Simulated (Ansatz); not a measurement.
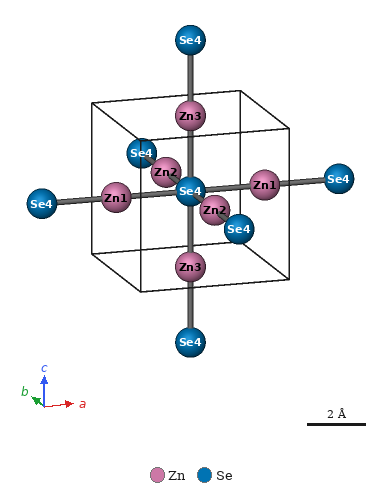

Figure 1. The structure as given in the input (ball-and-stick view of the cell of the calculation, seen slightly off an axis; bonded neighbours outside the cell are drawn too; atoms are numbered from 1 in the order of the input). An atom can appear more than once, as a periodic image. Near neighbours in the periodic cell (some may lie outside the picture): Zn has 2 Se at 2.71 Å; Se has 6 Zn at 2.71 Å.

## Band-structure calculation, with input and output: Zn3Se

Zn3Se (Pm-3m, 4 atoms in the cell), computed with DFT PBE, scalar-relativistic, plane waves, PAW, no spin polarisation (Ansatz 0.2.0).

The structure was made by a generator, so it may or may not be a known phase. Figures and captions count atoms from 1; the log counts them from 0 in places.

## Input file
```yaml
crystal:
  lattice:
    - [5.4204431768, 0.0, 0.0]
    - [0.0, 5.4204431768, 0.0]
    - [0.0, 0.0, 5.4204431768]
  atoms:
    - { symbol: Zn, position: [0.0, 0.5, 0.5] }
    - { symbol: Zn, position: [0.5, 0.0, 0.5] }
    - { symbol: Zn, position: [0.5, 0.5, 0.0] }
    - { symbol: Se, position: [0.5, 0.5, 0.5] }
basis:
  ecutwfc: 420
kpoints:
  mp_grid: { grid: [8, 8, 8] }
  band_path:
    path:
      - [[0.0, 0.0, 0.0], [0.0, 0.5, 0.0], [0.5, 0.5, 0.0], [0.0, 0.0, 0.0], [0.5, 0.5, 0.5], [0.0, 0.5, 0.0]]
      - [[0.5, 0.5, 0.5], [0.5, 0.5, 0.0]]
    npoints: 14
hamiltonian:
  xc: pbe
scf:
  occupations: { method: gaussian, width: 0.1 }
  n_extra_bands: 10
output:
  forces: true
  stress: true
  eigenvalues: true
  populations: true
  dos: { projected: true, de: 0.02, nscf_kmesh: { grid: [10, 10, 10] } }
  bader: true
  write_density: true
  write_potential: true
  elf: true
  volumetric_format: npy
```

Launch command:
```bash
ansatz run input.yaml --threads 1 --pin off --max-ram 2560MiB --backend cpu --events-out ev --progress --plain --runs-dir out
```

## Output
```
scf.n_extra_bands = 10 over 26 filled bands (N_el = 52.0): the run solves 36 bands
Engine: ansatz 0.2.0, aarch64-unknown-linux-gnu
Pseudopotentials: kind: paw
Pseudopotential: Zn, paw, valence charge 12, recommended cutoff 420 eV (normal), Zn.paw.azcp
Pseudopotential: Se, paw, valence charge 16, recommended cutoff 420 eV (normal), Se.paw.azcp
Functional definition: PBE
  parameter kappa = 0.804
  parameter beta = 0.06672455060314922
  exchange = pbe_x(kappa = kappa, mu = beta*pi^2/3)
  correlation = pbe_c(beta = beta)
Crystal: 4 atoms, lattice volume = 159.259 Å³
Basis set: ecut = 420 eV, 3119 PW (Γ), exchange–correlation on 80×80×80 points (8 copies of the dense FFT grid, shifted against one another)
Bands: 36, of which v1, the nominal top of the filled ones, is band 26 counted from 1 (25 counted from 0)
Symmetry: 48 space group operations
Space group: Pm-3m (ITA 221), of the structure as read, at distance tolerance 5.4e-5 Å
k-points: 35 of 512
Non-local potential: Zn, projectors of the file, l = 0: 2, l = 1: 2, l = 2: 3, l = 3: 1
Non-local potential: Se, projectors of the file, l = 0: 2, l = 1: 2, l = 2: 3, l = 3: 1
PAW form: soft (Blöchl's): semilocal exchange-correlation on the pseudo side does not see the compensation charge
PAW one-centre angular grid: Zn, 590 points (default); XC on 64 Gauss nodes
PAW one-centre angular grid: Se, 590 points (default); XC on 64 Gauss nodes
Initial density: superposition of atomic densities (neutral atoms: chi_scale 0, normalization atom), corrected by the library's trained network
Initial wavefunctions: pseudopotential atomic-orbital guess
Functional: x = pbe(κ = 0.804, μ = 0.2195149727645171), c = pbe(β = 0.06672455060314922)
SCF iter   1: F=—  HF=-15423.808384 eV  |F-HF|=—  |Δ(HF+E_count)|=         —  Δρ=2.68e-3  dr2=1.55e-2  ethr=1.77e-3  ⟨swp⟩=7.3  Hψ=6209  notcnv=0  defer=27
preconditioner: auto → LDOS  [metal: Δε(μ)=0.045 eV  Ē_g=10.141 eV  σ=0.100 eV  W_gap=0.24  n_scr=26 (ndim 8)  ℏωp=19.1 eV  f_vac=0.307  D(μ)=2.06/eV (n_scr^D=6)  β→1.0]
SCF iter   2: F=—  HF=-15423.811351 eV  |F-HF|=—  |Δ(HF+E_count)|=   2.97e-3  Δρ=2.83e-3  dr2=8.41e-3  ethr=2.97e-5  ⟨swp⟩=2.0  Hψ=2432  notcnv=0  defer=85
SCF iter   3: F=—  HF=-15423.808687 eV  |F-HF|=—  |Δ(HF+E_count)|=   2.66e-3  Δρ=1.75e-3  dr2=2.91e-3  ethr=1.62e-5  ⟨swp⟩=2.0  Hψ=1849  notcnv=0  defer=85
SCF iter   4: F=—  HF=-15423.807605 eV  |F-HF|=—  |Δ(HF+E_count)|=   1.08e-3  Δρ=5.94e-4  dr2=4.17e-4  ethr=5.59e-6  ⟨swp⟩=2.0  Hψ=2102  notcnv=0  defer=73
SCF iter   5: F=—  HF=-15423.807555 eV  |F-HF|=—  |Δ(HF+E_count)|=   4.96e-5  Δρ=1.52e-4  dr2=2.63e-5  ethr=8.03e-7  ⟨swp⟩=2.0  Hψ=1859  notcnv=0  defer=73
SCF iter   6: F=—  HF=-15423.807578 eV  |F-HF|=—  |Δ(HF+E_count)|=   2.25e-5  Δρ=2.64e-5  dr2=1.14e-6  ethr=5.06e-8  ⟨swp⟩=2.0  Hψ=2069  notcnv=0  defer=73
SCF iter   7: F=-15423.807580 eV  HF=-15423.807580 eV  |F-HF|=3.36e-7  |Δ(HF+E_count)|=   1.97e-6  Δρ=5.19e-6  dr2=7.70e-8  ethr=1.92e-10  ⟨swp⟩=11.2  Hψ=9469  notcnv=0
SCF 1 converged in 7 iterations: F = -15423.807580 eV  dr2 = 7.70e-8
  greatest PAW one-centre occupation: 1.000 electrons in one spin orbital (limit 2), on the Se atom at site 3 (counted from 0), in its partial waves of l = 2
```

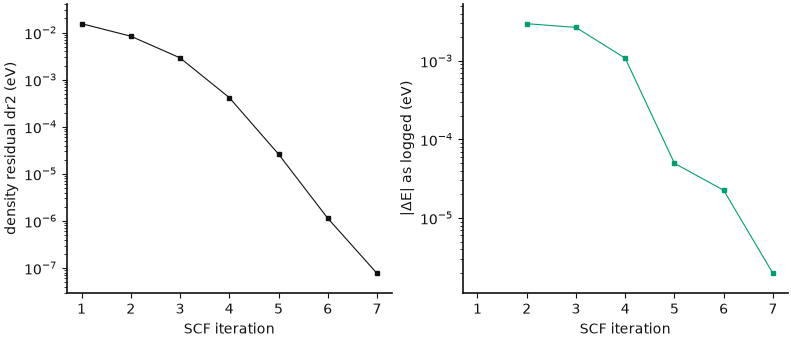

Figure 2. Convergence of the self-consistent field: density residual dr2 and size of the energy change against the SCF iteration. The residual falls at every step.

```
NSCF: frozen V_eff on 86 k-points
NSCF: frozen V_eff on 56 k-points
SCF converged after 7 iterations
Free energy (F): -15423.807580 eV
Harris-Foulkes:  -15423.807580 eV  (|F-HF|=3.36e-7)
Internal energy: -15423.797608 eV  (E = F + TS)
E sigma→0 (E₀):  -15423.802594 eV
Entropy (-TS):   -0.009973 eV (-2.493 meV/atom)
Fermi energy:    2.986819 eV
--- Per-component energies (eV) ---
  E_band       = -610.954939
  E_kinetic    = 505.070151
  E_local      = -10577.902849  (includes V_loc(G=0)·N_el)
  E_nonlocal   = 1243.454314
  E_hartree    = 4714.945344
  E_xc         = -510.271976
  E_vxc        = -245.629965  (∫ρ·V_xc dr)
  E_paw        = -7390.913370  (= ΣΔE_a)
  E_vpaw       = -965.839667  (= ΣTr[D̂ρ^β])
  E_aug_tail   = -0.001659  (compensation charges beyond the density's cutoff)
  E_ewald      = -3408.177563
  E_smearing   = -0.009973  (= −TS)
  E_closure    = -0.000000  (closes the sum)
  Σ components = -15423.807580   (vs F -15423.807580, Δ=0.00e0)
--- Forces (eV/Å), atoms counted from 1 ---
  atom   1  Zn     0.00000000     0.00000000     0.00000000
  atom   2  Zn     0.00000000    -0.00000000    -0.00000000
  atom   3  Zn     0.00000000     0.00000000     0.00000000
  atom   4  Se    -0.00000000     0.00000000     0.00000000
  max |Σ_I F_I| component: 1.07e-28 eV/Å
--- Stress (GPa, compression-positive) ---
        0.000311      -0.000000      -0.000000
       -0.000000       0.000311       0.000000
       -0.000000       0.000000       0.000311
  P = ⅓ Tr σ = 0.0003 GPa (0.003 kbar)
--- Band table (eV; the first three rows and the last of 35) ---
  k-point 0: bands = ["-45.8486", "-45.8486", "-45.8486", "-45.8485", "-45.8485", "-11.0802", "-4.2603", "-4.2603", "-4.2603", "-4.2295", "-4.2295", "-4.1831", "-4.1831", "-4.1802", "-4.1802", "-4.1802", "-4.1408", "-4.0907", "-4.0907", "-4.0907", "-4.0180", "-1.2624", "-1.2624", "-1.2624", "-0.4701", "0.9661", "0.9661", "6.0298", "6.0298", "6.0298", "7.1699", "7.1699", "7.1699", "8.1951", "9.1780", "9.1780"]
  k-point 1: bands = ["-45.8486", "-45.8486", "-45.8486", "-45.8485", "-45.8485", "-11.0698", "-4.2591", "-4.2571", "-4.2571", "-4.2290", "-4.2261", "-4.2119", "-4.1829", "-4.1814", "-4.1807", "-4.1807", "-4.1433", "-4.1004", "-4.1004", "-4.0907", "-4.0287", "-1.6290", "-1.2364", "-1.2364", "-0.2185", "0.9859", "1.3267", "5.7600", "5.9428", "5.9428", "6.8671", "6.9485", "6.9485", "8.5495", "9.2178", "9.6849"]
  k-point 2: bands = ["-45.8486", "-45.8486", "-45.8486", "-45.8485", "-45.8485", "-11.0441", "-4.3028", "-4.2559", "-4.2472", "-4.2472", "-4.2264", "-4.2169", "-4.1844", "-4.1826", "-4.1825", "-4.1825", "-4.1504", "-4.1250", "-4.1250", "-4.0907", "-4.0437", "-2.0773", "-1.1726", "-1.1726", "-0.0263", "1.0356", "2.2678", "5.3358", "5.6607", "5.6607", "6.3334", "6.7402", "6.7402", "9.1324", "9.3236", "9.8653"]
  k-point 34: bands = ["-45.8486", "-45.8486", "-45.8486", "-45.8485", "-45.8485", "-10.8569", "-4.5737", "-4.5737", "-4.5737", "-4.2339", "-4.2172", "-4.2172", "-4.2172", "-4.1712", "-4.1712", "-4.1680", "-4.1680", "-4.1680", "-4.1160", "-4.1160", "-4.1160", "-1.9615", "-1.9615", "-1.9615", "3.0350", "3.0350", "3.0350", "4.4799", "4.4799", "4.4799", "6.5252", "6.6041", "7.3898", "7.3898", "9.7021", "9.7021"]
--- Löwdin populations: 4 sites ---
  site symbol       q [e]
     0     Zn     11.5531
     1     Zn     11.5531
     2     Zn     11.5531
     3     Se     16.8663
  spilling = 0.009121 (of n_electrons = 52.000000)
--- Bader charges: 4 sites ---
  site symbol  charge [e]  shift [e]
     0     Zn      0.2022     0.0009
     1     Zn      0.2022     0.0009
     2     Zn      0.2022     0.0009
     3     Se     -0.6067     0.0027
  estimated error of the sums over rays = 1.5e-4 e
```

## File bader_charges.tsv
```
# site	symbol	x_ang	y_ang	z_ang	partial_charge_e	electrons	volume_ang3	relative_density_drop	shared_charge_e	partial_wave_shift_e
# quadrature_error_electrons = 1.5e-4
0	Zn	0.0000	2.7102	2.7102	0.20222	29.79778	35.97	-	0.20222	0.00090
1	Zn	2.7102	0.0000	2.7102	0.20222	29.79778	35.97	-	0.20222	0.00090
2	Zn	2.7102	2.7102	0.0000	0.20222	29.79778	35.97	-	0.20222	0.00090
3	Se	2.7102	2.7102	2.7102	-0.60667	34.60667	29.94	-	-0.60667	0.00270
```

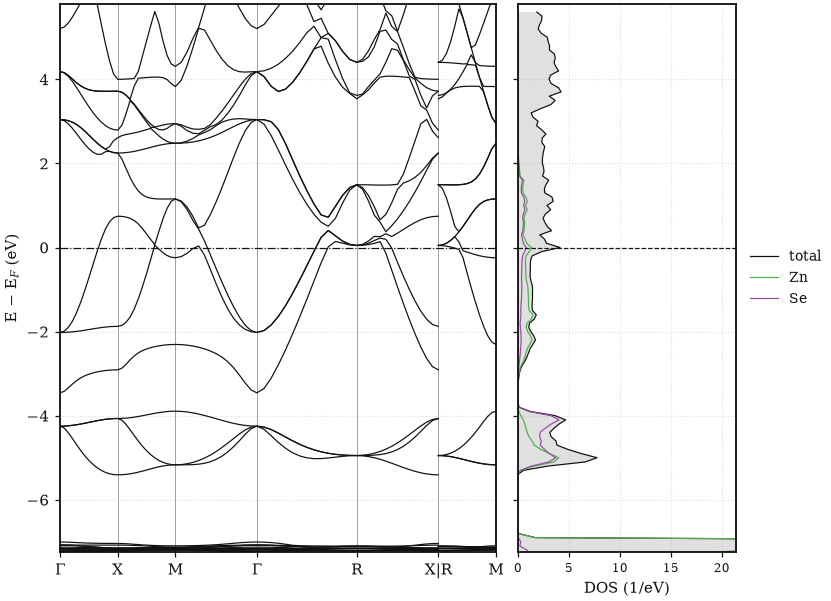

Figure 3. Band structure along Γ–X–M–Γ–R–X|R–M and density of states (projected on Löwdin-orthogonalised atomic shells), with energies from the Fermi level. Bands cross the Fermi level: a metal at this level of theory.

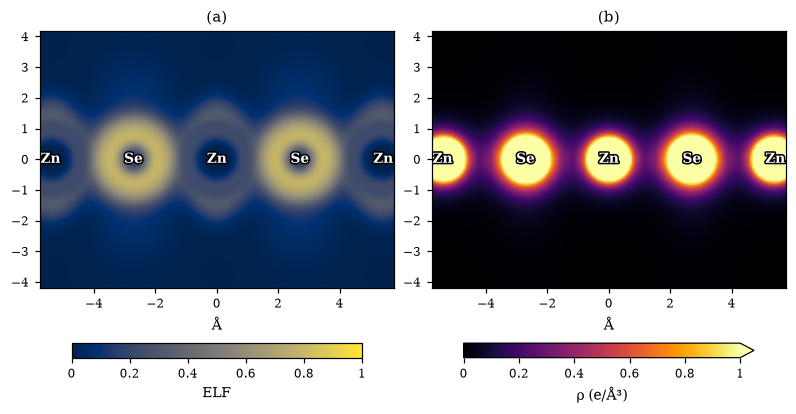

Figure 4. (a) ELF; (b) valence electron density on the (110) plane of the conventional cell. Zn–Se (2.71 Å): the density is about 0.31 e/Å³ at the midpoint, with its minimum of 0.26 e/Å³ about 1.2 Å from Zn; the ELF is about 0.50 at the midpoint (a polar contact without a shared pair, in a metal). The density dies away to nearly zero in the voids. In a PAW calculation such maps are meaningful between the atoms, not at the nuclei.

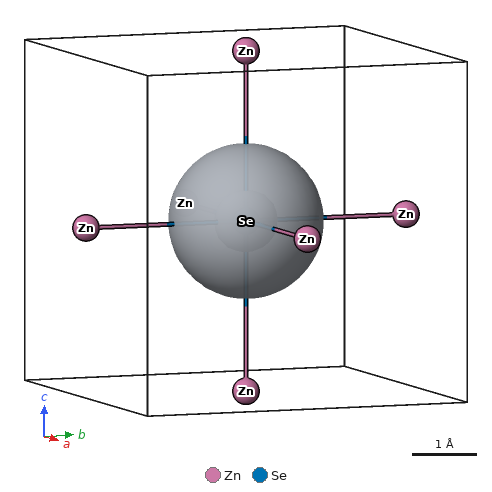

Figure 5. Isosurface of the ELF at 0.6 (grey), seen slightly off an axis. Only the valence region is drawn (cores and ρ < 0.01 e/Å³ removed). Sticks mark near contacts. The outline is the cell set on symmetry axes. Values along the shortest contacts: Zn–Se (2.71 Å): the ELF is about 0.50 at the midpoint (a polar contact without a shared pair, in a metal).

## Summary

```json
{"quantity": "outcome", "value": "converged"}
{"quantity": "space group (tolerance 0.01 Å)", "value": "Pm-3m (221)"}
{"quantity": "electrons treated", "value": "52"}
{"quantity": "free energy", "value": "−15423.8076 eV"}
{"quantity": "Fermi energy", "value": "2.987 eV"}
{"quantity": "gap on the k-point mesh", "value": "none (metallic)"}
{"quantity": "pressure", "value": "0.00 GPa"}
{"quantity": "largest force (length of the vector)", "value": "under 0.001 eV/Å"}
{"quantity": "hardware", "value": "1 thread of Arm Neoverse V2, 64 GiB of memory available, shared host"}
{"quantity": "wall time", "value": "67 s"}
{"quantity": "peak memory", "value": "0.55 GiB"}
```
